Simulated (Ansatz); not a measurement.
# Si5S: a trial structure relaxed

The task: take a trial cell of Si5S to zero force and stress.

Computed with Ansatz 0.2.0 (DFT PBE, scalar-relativistic, plane waves, PAW, unless a step's input says otherwise).

## Step 1: The system as given

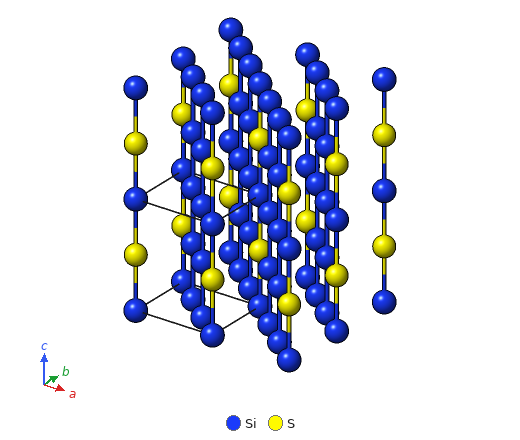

Start, viewed slightly off an axis; silicon blue, sulfur yellow. 2×2×2 cells are drawn. Atoms on the faces are drawn again on the opposite ones.

As a file:

```cif
data_structure
_symmetry_space_group_name_H-M 'P6/mmm'
_symmetry_Int_Tables_number 191
_cell_length_a 5.1499
_cell_length_b 5.1499
_cell_length_c 4.7211
_cell_angle_alpha 90.000
_cell_angle_beta 90.000
_cell_angle_gamma 120.000
_cell_volume 108.43
loop_
_atom_site_label
_atom_site_type_symbol
_atom_site_symmetry_multiplicity
_atom_site_Wyckoff_symbol
_atom_site_fract_x
_atom_site_fract_y
_atom_site_fract_z
_atom_site_occupancy
Si1 Si 2 d 0.33333 0.66667 0.50000 1
Si2 Si 2 c 0.33333 0.66667 0.00000 1
Si3 Si 1 a 0.00000 0.00000 0.00000 1
S1 S 1 b 0.00000 0.00000 0.50000 1
```

A structure generator made this guess: random cell by space group and Wyckoff sites (P6/mmm, No. 191). Its size is a rough estimate.

## Step 2: The guess as it stands, on a coarse mesh

input.yaml

```yaml
crystal:
  lattice:
    - [5.14986284, 0.0, 0.0]
    - [-2.57493142, 4.45991205, 0.0]
    - [0.0, 0.0, 4.72106184]
  atoms:
    - { symbol: Si, position: [0.33333333, 0.66666667, 0.5] }
    - { symbol: Si, position: [0.66666667, 0.33333333, 0.5] }
    - { symbol: Si, position: [0.33333333, 0.66666667, 0.0] }
    - { symbol: Si, position: [0.66666667, 0.33333333, 0.0] }
    - { symbol: Si, position: [0.0, 0.0, 0.0] }
    - { symbol: S, position: [0.0, 0.0, 0.5] }
basis:
  ecutwfc: 420
kpoints:
  mp_grid: { grid: [6, 6, 4] }
hamiltonian:
  xc: pbe
scf:
  occupations: { method: gaussian, width: 0.1 }
  lower_state_search: "off"
output:
  forces: true
  stress: true
  eigenvalues: true
```

Command:

```console
> ansatz run input.yaml --threads 1 --pin off --max-ram 2560MiB --backend cpu --events-out ev --progress --plain --runs-dir out
```

The program printed, cut to the lines that bear on the results:

```text
Warning: RAYON_NUM_THREADS=1 ignored (pool sized by the plan → 1); use --threads N
[...]
Pseudopotentials: kind: paw
Pseudopotential: Si, paw, valence charge 4, recommended cutoff 420 eV (normal), Si.paw.azcp
Pseudopotential: S, paw, valence charge 6, recommended cutoff 420 eV (normal), S.paw.azcp
Functional definition: PBE
[...]
Crystal: 6 atoms, lattice volume = 108.433 Å³
Basis set: ecut = 420 eV, 2085 PW (Γ), exchange–correlation on 72×72×64 points (8 copies of the dense FFT grid, shifted against one another)
Bands: 19, of which v1, the nominal top of the filled ones, is band 13 counted from 1 (12 counted from 0)
Symmetry: 24 space group operations
Space group: P6/mmm (ITA 191), of the structure as read, at distance tolerance 4.8e-5 Å
k-points: 21 of 144
[...]
SCF iter   1: F=—  HF=-4077.925560 eV  |F-HF|=—  |Δ(HF+E_count)|=         —  Δρ=2.91e-3  dr2=8.69e-3  ethr=1.77e-3  ⟨swp⟩=6.5  Hψ=2345  notcnv=0
[...]
SCF iter   7: F=-4077.923709 eV  HF=-4077.923709 eV  |F-HF|=5.15e-10  |Δ(HF+E_count)|=   2.06e-8  Δρ=9.56e-7  dr2=1.40e-9  ethr=3.85e-10  ⟨swp⟩=6.9  Hψ=1752  notcnv=0
[...]
SCF converged after 7 iterations
Free energy (F): -4077.923709 eV
[...]
E sigma→0 (E₀):  -4077.914458 eV
Entropy (-TS):   -0.018502 eV (-3.084 meV/atom)
Fermi energy:    7.774007 eV
[...]
--- Forces (eV/Å), atoms counted from 1 ---
  atom   1  Si     0.00000000     0.00000000     0.00000000
  atom   2  Si     0.00000000    -0.00000000     0.00000000
  atom   3  Si    -0.00000000    -0.00000000     0.00000000
  atom   4  Si     0.00000000     0.00000000     0.00000000
  atom   5  Si     0.00000000    -0.00000000     0.00000000
  atom   6  S      0.00000000     0.00000000     0.00000000
[...]
--- Stress (GPa, compression-positive) ---
      -13.991304       0.000000       0.000000
        0.000000     -13.991304      -0.000000
        0.000000      -0.000000       7.826534
  P = ⅓ Tr σ = -6.7187 GPa (-67.187 kbar)
--- Band table (eV; the first three rows and the last of 21) ---
  k-point 0: bands = ["-6.6576", "-2.7601", "0.1759", "1.0158", "1.1309", "2.7956", "2.7956", "3.7782", "3.7782", "3.9615", "5.3212", "5.4215", "7.2977", "7.2977", "7.5572", "8.5995", "8.5995", "11.9137", "11.9137"]
[...]
```

Run time: 1.4 s. Hardware: 1 thread of Intel Xeon 6975P-C (Granite Rapids), shared host; peak memory 0.41 GiB.

From the probe: pressure -6.7 GPa, largest force 0.00 eV/Å, gap on this mesh none (metal). A cheap, loose relaxation comes first.

## Step 3: Coarse relaxation

Edit input.yaml of step 2 so:

```diff
@@ -25 +25,6 @@
   eigenvalues: true
+relax:
+  adjacent_minimum: "off"
+  f_tol: 0.04
+  max_steps: 70
+  cell: { stress_tol: 0.4 }
```

Command:

```console
> ansatz run input.yaml --threads 1 --pin off --max-ram 2560MiB --backend cpu --events-out ev --progress --plain --runs-dir out
```

The program printed:

```text
Warning: RAYON_NUM_THREADS=1 ignored (pool sized by the plan → 1); use --threads N
Engine: ansatz 0.2.0, x86_64-unknown-linux-gnu
Pseudopotentials: kind: paw
Pseudopotential: Si, paw, valence charge 4, recommended cutoff 420 eV (normal), Si.paw.azcp
Pseudopotential: S, paw, valence charge 6, recommended cutoff 420 eV (normal), S.paw.azcp
Functional definition: PBE
  parameter kappa = 0.804
  parameter beta = 0.06672455060314922
  exchange = pbe_x(kappa = kappa, mu = beta*pi^2/3)
  correlation = pbe_c(beta = beta)
Crystal: 6 atoms, lattice volume = 108.433 Å³
Basis set: ecut = 420 eV, 2085 PW (Γ), exchange–correlation on 72×72×64 points (8 copies of the dense FFT grid, shifted against one another)
Bands: 19, of which v1, the nominal top of the filled ones, is band 13 counted from 1 (12 counted from 0)
Symmetry: 24 space group operations
Space group: P6/mmm (ITA 191), of the structure as read, at distance tolerance 4.8e-5 Å
k-points: 21 of 144
Non-local potential: Si, projectors of the file, l = 0: 2, l = 1: 2, l = 2: 2
Non-local potential: S, projectors of the file, l = 0: 2, l = 1: 2, l = 2: 2
PAW form: soft (Blöchl's): semilocal exchange-correlation on the pseudo side does not see the compensation charge
PAW one-centre angular grid: Si, 110 points (default); XC on 64 Gauss nodes
PAW one-centre angular grid: S, 110 points (default); XC on 64 Gauss nodes
Initial density: superposition of atomic densities (neutral atoms: chi_scale 0, normalization atom), corrected by the library's trained network
Initial wavefunctions: pseudopotential atomic-orbital guess
Functional: x = pbe(κ = 0.804, μ = 0.2195149727645171), c = pbe(β = 0.06672455060314922)
SCF iter   1: F=—  HF=-4077.925577 eV  |F-HF|=—  |Δ(HF+E_count)|=         —  Δρ=2.91e-3  dr2=8.77e-3  ethr=1.77e-3  ⟨swp⟩=6.5  Hψ=2345  notcnv=0
preconditioner: auto → Resta (q_TF=auto, 2.150 Å⁻¹)  ε∞=6.7  [insulator: Δε(μ)=0.112 eV  Ē_g=7.602 eV  σ=0.100 eV  W_gap=0.51  n_scr=20 (ndim 8)  ℏωp=18.2 eV  f_vac=0.000  D(μ)=3.48/eV (n_scr^D=20)  ε∞_Penn≈6.7]
SCF iter   2: F=—  HF=-4077.924135 eV  |F-HF|=—  |Δ(HF+E_count)|=   1.44e-3  Δρ=1.61e-3  dr2=2.42e-3  ethr=3.37e-5  ⟨swp⟩=1.4  Hψ=602  notcnv=0
preconditioner: auto → Kerker (q_TF=auto, 2.150 Å⁻¹)  [metal: Δε(μ)=0.105 eV  Ē_g=7.597 eV  σ=0.100 eV  W_gap=0.49  n_scr=20 (ndim 8)  ℏωp=18.2 eV  f_vac=0.000  D(μ)=3.60/eV (n_scr^D=26)]
SCF iter   3: F=—  HF=-4077.923704 eV  |F-HF|=—  |Δ(HF+E_count)|=   4.31e-4  Δρ=2.30e-4  dr2=7.92e-5  ethr=9.32e-6  ⟨swp⟩=2.3  Hψ=621  notcnv=0
SCF iter   4: F=—  HF=-4077.923710 eV  |F-HF|=—  |Δ(HF+E_count)|=   5.25e-6  Δρ=6.94e-5  dr2=6.94e-6  ethr=3.05e-7  ⟨swp⟩=2.2  Hψ=574  notcnv=0
SCF iter   5: F=—  HF=-4077.923709 eV  |F-HF|=—  |Δ(HF+E_count)|=   5.85e-7  Δρ=2.70e-5  dr2=1.06e-6  ethr=2.67e-8  ⟨swp⟩=1.2  Hψ=413  notcnv=0
SCF iter   6: F=-4077.923709 eV  HF=-4077.923709 eV  |F-HF|=1.84e-8  |Δ(HF+E_count)|=   8.79e-8  Δρ=5.51e-6  dr2=5.04e-8  ethr=3.85e-10  ⟨swp⟩=5.8  Hψ=2052  notcnv=0
SCF 1 converged in 6 iterations: F = -4077.923709 eV  dr2 = 5.04e-8
relax step   1: F+E_penalty+E_count = -4077.92370893 eV  Δ(F+E_penalty+E_count) = +0.000e0 eV  max|allowed force component| = 2.776e-17 eV/Å  Δτ_max = 0.0000 Å  P = -6.719 GPa  Ω = 108.433 Å³  (6 SCF iters, dr2 threshold 1.00e-7 eV, accepted)
Crystal: 6 atoms, lattice volume = 99.187 Å³
Basis set: ecut = 420 eV, 1953 PW (Γ), exchange–correlation on 72×72×64 points (8 copies of the dense FFT grid, shifted against one another)
Initial density: handed on by an earlier stage of this run
Initial wavefunctions: those handed on with the density
iter 1 solved again at ethr=3.23e-4 eV; its pass at ethr=3.10e-3 eV (dr2=8.40e-2 eV) is discarded
SCF iter   1: F=—  HF=-4078.752885 eV  |F-HF|=—  |Δ(HF+E_count)|=         —  Δρ=5.46e-3  dr2=8.05e-2  ethr=3.23e-4  ⟨swp⟩=1.0  Hψ=2704  notcnv=0
preconditioner: auto → Resta (q_TF=auto, 2.183 Å⁻¹)  ε∞=6.6  [insulator: Δε(μ)=0.191 eV  Ē_g=8.013 eV  σ=0.100 eV  W_gap=0.75  n_scr=20 (ndim 8)  ℏωp=19.0 eV  f_vac=0.000  D(μ)=2.64/eV (n_scr^D=20)  ε∞_Penn≈6.6]
SCF iter   2: F=—  HF=-4078.735385 eV  |F-HF|=—  |Δ(HF+E_count)|=   1.75e-2  Δρ=2.45e-3  dr2=9.08e-3  ethr=3.10e-4  ⟨swp⟩=2.3  Hψ=555  notcnv=0
SCF iter   3: F=—  HF=-4078.733320 eV  |F-HF|=—  |Δ(HF+E_count)|=   2.07e-3  Δρ=1.02e-3  dr2=1.28e-3  ethr=3.49e-5  ⟨swp⟩=1.3  Hψ=459  notcnv=0
SCF iter   4: F=—  HF=-4078.733117 eV  |F-HF|=—  |Δ(HF+E_count)|=   2.03e-4  Δρ=1.26e-4  dr2=1.51e-5  ethr=4.94e-6  ⟨swp⟩=2.4  Hψ=671  notcnv=0
SCF iter   5: F=—  HF=-4078.733241 eV  |F-HF|=—  |Δ(HF+E_count)|=   1.24e-4  Δρ=2.50e-5  dr2=5.64e-7  ethr=2.31e-9  ⟨swp⟩=4.9  Hψ=2185  notcnv=0
SCF iter   6: F=-4078.733241 eV  HF=-4078.733241 eV  |F-HF|=4.59e-9  |Δ(HF+E_count)|=   1.90e-7  Δρ=2.93e-6  dr2=1.11e-8  ethr=2.17e-9  ⟨swp⟩=2.1  Hψ=1441  notcnv=0
SCF 2 converged in 6 iterations: F = -4078.733241 eV  dr2 = 1.11e-8
relax step   2: F+E_penalty+E_count = -4078.73324125 eV  Δ(F+E_penalty+E_count) = -8.095e-1 eV  max|allowed force component| = 2.136e-16 eV/Å  Δτ_max = 0.0000 Å  P = -4.275 GPa  Ω = 99.187 Å³  energy of the carried Pulay correction = +9.763e-4 eV  (6 SCF iters, dr2 threshold 6.00e-7 eV, accepted)
Crystal: 6 atoms, lattice volume = 90.485 Å³
Basis set: ecut = 420 eV, 1751 PW (Γ), exchange–correlation on 72×72×64 points (8 copies of the dense FFT grid, shifted against one another)
iter 1 solved again at ethr=3.19e-4 eV; its pass at ethr=3.10e-3 eV (dr2=8.29e-2 eV) is discarded
SCF iter   1: F=—  HF=-4079.113601 eV  |F-HF|=—  |Δ(HF+E_count)|=         —  Δρ=6.26e-3  dr2=8.22e-2  ethr=3.19e-4  ⟨swp⟩=1.0  Hψ=2729  notcnv=0
preconditioner: auto → Kerker (q_TF=auto, 2.216 Å⁻¹)  [metal: Δε(μ)=0.061 eV  Ē_g=8.463 eV  σ=0.100 eV  W_gap=0.33  n_scr=20 (ndim 8)  ℏωp=19.9 eV  f_vac=0.000  D(μ)=3.62/eV (n_scr^D=22)]
SCF iter   2: F=—  HF=-4079.096683 eV  |F-HF|=—  |Δ(HF+E_count)|=   1.69e-2  Δρ=3.13e-3  dr2=1.68e-2  ethr=3.16e-4  ⟨swp⟩=1.3  Hψ=421  notcnv=0
SCF iter   3: F=—  HF=-4079.092456 eV  |F-HF|=—  |Δ(HF+E_count)|=   4.23e-3  Δρ=8.67e-4  dr2=8.85e-4  ethr=6.45e-5  ⟨swp⟩=2.4  Hψ=594  notcnv=0
SCF iter   4: F=—  HF=-4079.092313 eV  |F-HF|=—  |Δ(HF+E_count)|=   1.44e-4  Δρ=1.40e-4  dr2=1.58e-5  ethr=3.40e-6  ⟨swp⟩=2.3  Hψ=670  notcnv=0
SCF iter   5: F=—  HF=-4079.092533 eV  |F-HF|=—  |Δ(HF+E_count)|=   2.21e-4  Δρ=2.28e-5  dr2=4.52e-7  ethr=2.31e-9  ⟨swp⟩=4.5  Hψ=2095  notcnv=0
SCF iter   6: F=-4079.092533 eV  HF=-4079.092533 eV  |F-HF|=3.44e-9  |Δ(HF+E_count)|=   7.05e-9  Δρ=2.80e-6  dr2=8.22e-9  ethr=1.74e-9  ⟨swp⟩=2.1  Hψ=1425  notcnv=0
the search or the solves at the SCF's close seem to have found levels that the self-consistency loop had missed (the run counts 1). By its estimate they hold under 1e-12 electrons; where the run keeps them, the occupations were computed again with them
SCF 3 converged in 6 iterations: F = -4079.092533 eV  dr2 = 8.22e-9
relax step   3: F+E_penalty+E_count = -4079.09253321 eV  Δ(F+E_penalty+E_count) = -3.593e-1 eV  max|allowed force component| = 3.261e-16 eV/Å  Δτ_max = 0.0000 Å  P = +1.546 GPa  Ω = 90.485 Å³  energy of the carried Pulay correction = +1.978e-3 eV  (6 SCF iters, dr2 threshold 6.00e-7 eV, accepted)
Crystal: 6 atoms, lattice volume = 91.559 Å³
Basis set: ecut = 420 eV, 1811 PW (Γ), exchange–correlation on 72×72×64 points (8 copies of the dense FFT grid, shifted against one another)
iter 1 solved again at ethr=5.94e-5 eV; its pass at ethr=3.10e-3 eV (dr2=1.54e-2 eV) is discarded
SCF iter   1: F=—  HF=-4079.156100 eV  |F-HF|=—  |Δ(HF+E_count)|=         —  Δρ=3.76e-3  dr2=1.58e-2  ethr=5.94e-5  ⟨swp⟩=1.1  Hψ=2605  notcnv=0
preconditioner: auto → Kerker (q_TF=auto, 2.212 Å⁻¹)  [metal: Δε(μ)=0.063 eV  Ē_g=8.422 eV  σ=0.100 eV  W_gap=0.32  n_scr=20 (ndim 8)  ℏωp=19.8 eV  f_vac=0.000  D(μ)=2.39/eV (n_scr^D=20)]
SCF iter   2: F=—  HF=-4079.152168 eV  |F-HF|=—  |Δ(HF+E_count)|=   3.93e-3  Δρ=2.20e-3  dr2=5.36e-3  ethr=5.94e-5  ⟨swp⟩=1.0  Hψ=399  notcnv=0
SCF iter   3: F=—  HF=-4079.150199 eV  |F-HF|=—  |Δ(HF+E_count)|=   1.97e-3  Δρ=1.56e-4  dr2=1.56e-5  ethr=2.06e-5  ⟨swp⟩=2.5  Hψ=648  notcnv=0
SCF iter   4: F=—  HF=-4079.150479 eV  |F-HF|=—  |Δ(HF+E_count)|=   2.80e-4  Δρ=3.31e-5  dr2=9.59e-7  ethr=2.31e-9  ⟨swp⟩=7.5  Hψ=2165  notcnv=0
SCF iter   5: F=-4079.150479 eV  HF=-4079.150479 eV  |F-HF|=3.23e-8  |Δ(HF+E_count)|=   1.24e-7  Δρ=8.16e-6  dr2=6.31e-8  ethr=2.31e-9  ⟨swp⟩=4.0  Hψ=1263  notcnv=0
SCF 4 converged in 5 iterations: F = -4079.150479 eV  dr2 = 6.31e-8
relax step   4: F+E_penalty+E_count = -4079.15047946 eV  Δ(F+E_penalty+E_count) = -5.795e-2 eV  max|allowed force component| = 5.860e-16 eV/Å  Δτ_max = 0.0000 Å  P = -0.371 GPa  Ω = 91.559 Å³  energy of the carried Pulay correction = +1.796e-3 eV  (5 SCF iters, dr2 threshold 6.00e-7 eV, accepted)
Crystal: 6 atoms, lattice volume = 91.050 Å³
iter 1 solved again at ethr=1.67e-6 eV; its pass at ethr=3.10e-3 eV (dr2=4.35e-4 eV) is discarded
SCF iter   1: F=—  HF=-4079.150612 eV  |F-HF|=—  |Δ(HF+E_count)|=         —  Δρ=4.36e-4  dr2=4.59e-4  ethr=1.67e-6  ⟨swp⟩=2.6  Hψ=2349  notcnv=0
preconditioner: auto → Kerker (q_TF=auto, 2.214 Å⁻¹)  [metal: Δε(μ)=0.067 eV  Ē_g=8.451 eV  σ=0.100 eV  W_gap=0.34  n_scr=20 (ndim 8)  ℏωp=19.8 eV  f_vac=0.000  D(μ)=2.43/eV (n_scr^D=20)]
SCF iter   2: F=—  HF=-4079.150800 eV  |F-HF|=—  |Δ(HF+E_count)|=   1.88e-4  Δρ=2.06e-4  dr2=8.70e-5  ethr=1.67e-6  ⟨swp⟩=1.8  Hψ=498  notcnv=0
SCF iter   3: F=—  HF=-4079.150777 eV  |F-HF|=—  |Δ(HF+E_count)|=   2.34e-5  Δρ=6.55e-5  dr2=6.10e-6  ethr=3.34e-7  ⟨swp⟩=2.0  Hψ=554  notcnv=0
SCF iter   4: F=-4079.150775 eV  HF=-4079.150775 eV  |F-HF|=1.46e-8  |Δ(HF+E_count)|=   1.39e-6  Δρ=1.05e-5  dr2=9.87e-8  ethr=1.79e-9  ⟨swp⟩=3.9  Hψ=1928  notcnv=0
SCF 5 converged in 4 iterations: F = -4079.150775 eV  dr2 = 9.87e-8
relax step   5: F+E_penalty+E_count = -4079.15077515 eV  Δ(F+E_penalty+E_count) = -2.957e-4 eV  max|allowed force component| = 3.269e-16 eV/Å  Δτ_max = 0.0000 Å  P = +0.160 GPa  Ω = 91.050 Å³  energy of the carried Pulay correction = +1.858e-3 eV  (4 SCF iters, dr2 threshold 4.64e-7 eV, accepted)
Basis set: ecut = 420 eV, 1811 PW (Γ), exchange–correlation on 64×64×72 points (8 copies of the dense FFT grid, shifted against one another)
Initial wavefunctions: pseudopotential atomic-orbital guess (no wavefunctions were taken with the density)
iter 1 solved again at ethr=1.49e-8 eV; its pass at ethr=3.10e-3 eV (dr2=3.86e-6 eV) is discarded
SCF iter   1: F=—  HF=-4079.150229 eV  |F-HF|=—  |Δ(HF+E_count)|=         —  Δρ=5.53e-5  dr2=3.12e-7  ethr=1.49e-8  ⟨swp⟩=3.2  Hψ=3457  notcnv=0
preconditioner: auto → Kerker (q_TF=auto, 2.214 Å⁻¹)  [metal: Δε(μ)=0.063 eV  Ē_g=8.453 eV  σ=0.100 eV  W_gap=0.33  n_scr=20 (ndim 8)  ℏωp=19.8 eV  f_vac=0.000  D(μ)=2.43/eV (n_scr^D=20)]
SCF iter   2: F=—  HF=-4079.150215 eV  |F-HF|=—  |Δ(HF+E_count)|=   1.48e-5  Δρ=2.94e-5  dr2=9.39e-8  ethr=1.20e-9  ⟨swp⟩=2.1  Hψ=646  notcnv=0
SCF iter   3: F=-4079.150215 eV  HF=-4079.150215 eV  |F-HF|=1.28e-9  |Δ(HF+E_count)|=   6.81e-7  Δρ=1.77e-6  dr2=3.81e-9  ethr=1.48e-11  ⟨swp⟩=4.1  Hψ=2027  notcnv=0
SCF 6 converged in 3 iterations: F = -4079.150215 eV  dr2 = 3.81e-9
relax step   6: F+E_penalty+E_count = -4079.15021528 eV  Δ(F+E_penalty+E_count) = +5.599e-4 eV  max|allowed force component| = 2.059e-16 eV/Å  Δτ_max = 0.0000 Å  P = +0.150 GPa  Ω = 91.050 Å³  stress off target by 2.81e-1 GPa  SCF on the basis re-selected at this cell (its energy is not comparable with the rows above)  (3 SCF iters)
basis re-selected at this cell: Δ(F+E_penalty+E_count) = +5.599e-4 eV, ΔP = -0.010 GPa vs the last step (what re-selecting the basis moved, of the pressure what is left beyond the Pulay correction that the steps carried, after the strain that the cell walked since its last selection, with what the two solves' SCF thresholds leave and, on support functions, any second-order correction that the steps lacked; it is no measure of the basis error at this ecutwfc). The dense FFT grid was sized anew with the basis: this SCF ran on 32×32×36 points, the steps before it on 36×36×32, so part of this shift can come from that change (see relax.cell in the input reference). This SCF's stress stands 2.81e-1 GPa from its target on what of the cell is left free (relax.cell.stress_tol is 4.00e-1 GPa) and its largest allowed force component is 2.06e-16 eV/Å (relax.f_tol is 4.00e-2 eV/Å): within both
SCF converged after 3 iterations
Free energy (F): -4079.150215 eV
Harris-Foulkes:  -4079.150215 eV  (|F-HF|=1.28e-9)
Internal energy: -4079.138088 eV  (E = F + TS)
E sigma→0 (E₀):  -4079.144152 eV
Entropy (-TS):   -0.012127 eV (-2.021 meV/atom)
Fermi energy:    9.993125 eV
--- Per-component energies (eV) ---
  E_band       = 103.673169
  E_kinetic    = 311.598303
  E_local      = -93.986291  (includes V_loc(G=0)·N_el)
  E_nonlocal   = 155.407313
  E_hartree    = 35.736222
  E_xc         = -376.290327
  E_vxc        = -325.674641  (∫ρ·V_xc dr)
  E_paw        = -3161.689181  (= ΣΔE_a)
  E_vpaw       = -15.144140  (= ΣTr[D̂ρ^β])
  E_aug_tail   = 0.000034  (compensation charges beyond the density's cutoff)
  E_ewald      = -949.914160
  E_smearing   = -0.012127  (= −TS)
  E_closure    = -0.000000  (closes the sum)
  Σ components = -4079.150215   (vs F -4079.150215, Δ=0.00e0)
--- Forces (eV/Å), atoms counted from 1 ---
  atom   1  Si    -0.00000000     0.00000000    -0.00000000
  atom   2  Si    -0.00000000    -0.00000000     0.00000000
  atom   3  Si    -0.00000000    -0.00000000    -0.00000000
  atom   4  Si     0.00000000     0.00000000     0.00000000
  atom   5  Si    -0.00000000     0.00000000     0.00000000
  atom   6  S      0.00000000     0.00000000     0.00000000
  max |Σ_I F_I| component: 7.37e-17 eV/Å
--- Stress (GPa, compression-positive) ---
        0.280796       0.000000      -0.000000
        0.000000       0.280796       0.000000
       -0.000000       0.000000      -0.112214
  P = ⅓ Tr σ = 0.1498 GPa (1.498 kbar)
--- Band table (eV; the first three rows and the last of 21) ---
  k-point 0: bands = ["-5.5829", "-1.1706", "2.3172", "2.3379", "4.1704", "4.2231", "4.2231", "5.5757", "5.5757", "7.0484", "8.0720", "8.0720", "8.2872", "8.8753", "9.3028", "9.3028", "10.7286", "13.8379", "13.8379"]
  k-point 1: bands = ["-5.3802", "-1.9119", "1.6209", "4.4305", "4.4305", "4.5248", "4.5635", "5.6705", "5.9001", "5.9001", "7.2555", "7.3908", "7.3908", "8.2918", "8.2918", "10.4790", "12.5785", "12.9242", "15.2299"]
  k-point 2: bands = ["-5.1122", "-2.6035", "1.7191", "4.5030", "4.7180", "4.7180", "5.5274", "5.6222", "6.7335", "6.7335", "6.7558", "6.7558", "6.9578", "6.9578", "7.9017", "8.7543", "13.6276", "14.3629", "16.2914"]
  k-point 20: bands = ["-4.3339", "0.1052", "0.3082", "0.3082", "0.4898", "0.4898", "7.2836", "7.2836", "7.2842", "7.9319", "8.9156", "8.9156", "10.5048", "10.7079", "12.1811", "12.1811", "12.1933", "12.1933", "14.1414"]
--- Relaxed structure (5 steps of the walk, 5 accepted, 1 SCFs on fresh bases) ---
  F+E_penalty+E_count = -4079.15021528 eV   max|allowed force component| = 2.059e-16 eV/Å   (the final SCF, on the basis selected at the relaxed cell)
  cell:  # Å, volume = 91.0496 Å³
    - [4.599604370595648, -5.5464827307147255e-34, -6.933103413393412e-35]
    - [-2.299802185297824, 3.983374232293765, 2.001055323270198e-33]
    - [-6.355821690395234e-35, 2.0815316036044393e-33, 4.969430101728826]
  atoms:
    - { symbol: Si, position: [0.3333333333333334, 0.6666666666666669, 0.5000000000000001] }
    - { symbol: Si, position: [0.6666666666666667, 0.3333333333333334, 0.5000000000000001] }
    - { symbol: Si, position: [0.3333333333333334, 0.6666666666666669, 8.552847072295026e-50] }
    - { symbol: Si, position: [0.6666666666666667, 0.3333333333333334, 2.1382117680737565e-50] }
    - { symbol: Si, position: [-2.685060902093247e-34, -3.7755256874367027e-34, -4.941655285889308e-83] }
    - { symbol: S, position: [-8.344252807985828e-34, 2.0991802868988594e-36, 0.5000000000000001] }
```

Run time: 10 s. Hardware: 1 thread of Intel Xeon 6975P-C (Granite Rapids), shared host; peak memory 0.42 GiB.

The steps of the relaxation:

```
step  E - E(step 1) (eV/cell)  largest force component (eV/Å)  pressure (GPa)  volume (Å³)
   1                   0.0000                          0.0000           -6.72       108.43
   2                  -0.8095                          0.0000           -4.28        99.19
   3                  -1.1688                          0.0000            1.55        90.49
   4                  -1.2268                          0.0000           -0.37        91.56
   5                  -1.2271                          0.0000            0.16        91.05
   6                  -1.2265                          0.0000            0.15        91.05
```

Step 1 is the start. Step 6 repeats the geometry before it on a plane-wave basis chosen anew for that cell, so its energy need not be comparable with the rows above.

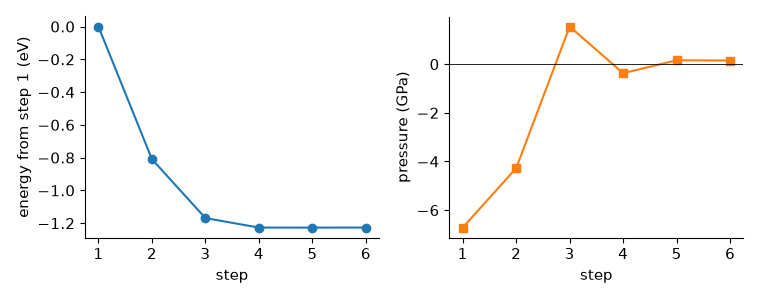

Energy and pressure along the relaxation.

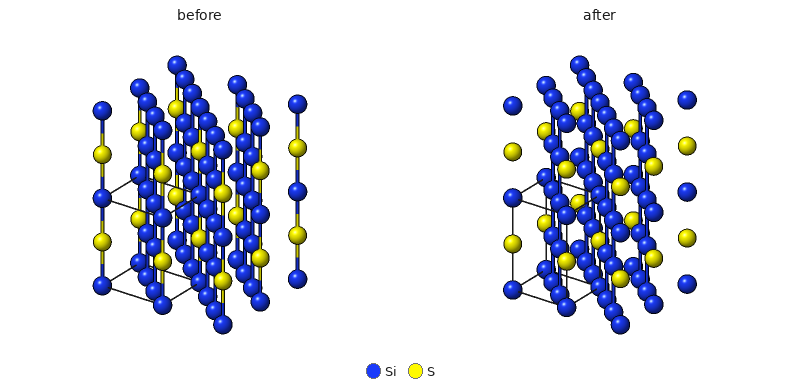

The structure before (left) and after (right) the relaxation, drawn at the same scale.

|  | before | after | change |
| --- | --- | --- | --- |
| a (Å) | 5.150 | 4.600 | -10.7 % |
| b (Å) | 5.150 | 4.600 | -10.7 % |
| c (Å) | 4.721 | 4.969 | +5.3 % |
| volume (Å³/atom) | 18.07 | 15.17 | -16.0 % |
| shortest distance (Å) | 2.361 | 2.485 | +5.3 % |
| space group (0.01 Å) | P6/mmm | P6/mmm | same |

Forces and stress were held to the start's 24 operations: a distortion of lower symmetry was not tested.

(Part 1 of 2 ends here.)
